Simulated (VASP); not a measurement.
**W (slab): density, localisation and related maps**

```xyz
12
Lattice="4.5029 0.0000 0.0000 -2.2514 3.8996 0.0000 0.0000 0.0000 25.1106" Properties=species:S:1:pos:R:3 pbc="T T T"
W     0.0000    2.5997    7.7685
W     0.0000    0.0000    8.4967
W     2.2515    1.2998    9.1917
W     0.0000    2.5997   10.2757
W     0.0000    0.0000   11.1393
W     2.2515    1.2998   12.0797
W     0.0000    2.5997   13.0309
W     0.0000    0.0000   13.9713
W     2.2515    1.2998   14.8348
W     0.0000    2.5997   15.9188
W     0.0000    0.0000   16.6139
W     2.2515    1.2998   17.3421
```

Level of theory: Kohn-Sham DFT of a periodic cell, PBE, VASP PAW PBE potentials, recommended in VASP 6.6.1.

The density is the valence pseudo-density of a PAW calculation; it isn't the true density close to the nuclei.

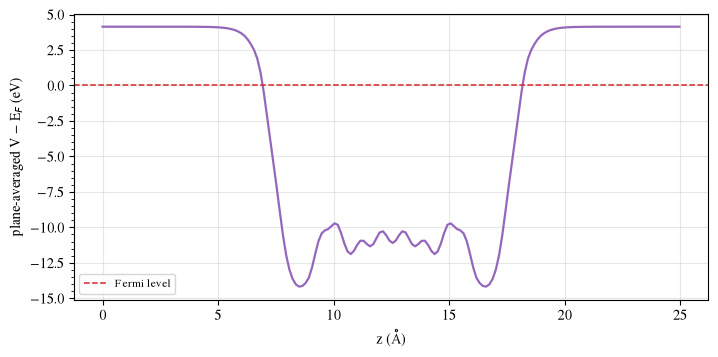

Figure 1. Plane average of the electrostatic potential energy of an electron across the slab.

### How far above the Fermi level of the calculation is the vacuum level?

4.1 eV.

### How thick is the slab, and how wide the vacuum?

The outermost nuclei are 9.6 Å apart, in 12 atomic planes; the vacuum between periodic images is 15.5 Å wide.

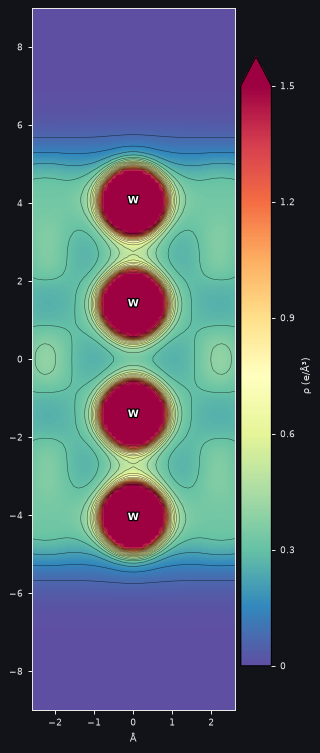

Figure 2. Valence charge density (pseudo) on the (11̄0) plane of the calculation cell, a cut from vacuum to vacuum.

### Describe what can be read from this map.

- The plane passes through W nuclei.
- W–W (2.64 Å): the density is about 0.52 e/Å³ at the midpoint.
- W–W (2.83 Å): ρ is about 0.34 e/Å³ halfway.
- The density dies away to nearly zero in the vacuum.
